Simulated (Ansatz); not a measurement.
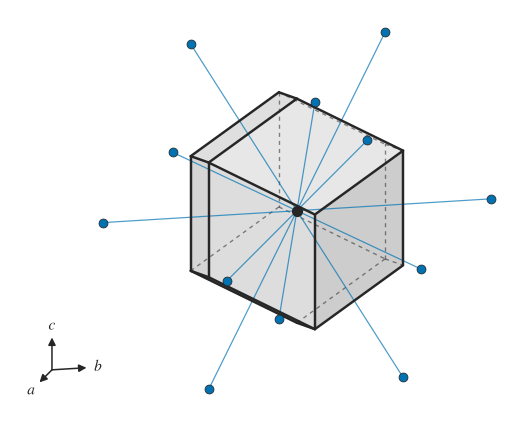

The Wigner–Seitz cell of the crystal's lattice, with lines to the lattice points that define its faces. Crystal: Ti, coordinates from a relaxation (final pressure about 1.5 GPa) with DFT PBEsol, scalar-relativistic, plane waves, PAW (Ansatz 0.2.0). All values are computed from the atomic coordinates in the standard setting (tolerance 0.002 Å).

a = 2.839 Å, b = 2.839 Å, c = 7.077 Å, α = 90.00°, β = 90.00°, γ = 120.00°; lattice centring R.

Question: Which of Fedorov's five parallelohedra is it?

Answer: A rhombic dodecahedron: 12 faces (12 with 4 edges), 24 edges, 14 vertices. Its volume is that of the primitive cell, 16.5 Å³.

Question: Which lattice vectors do the faces bisect?

Answer:
```csv
example,length (Å),faces,edges of each,area (Å²)
a + b,2.84,6,4,2.9
2/3 a + 1/3 b + 1/3 c,2.87,6,4,2.8
```
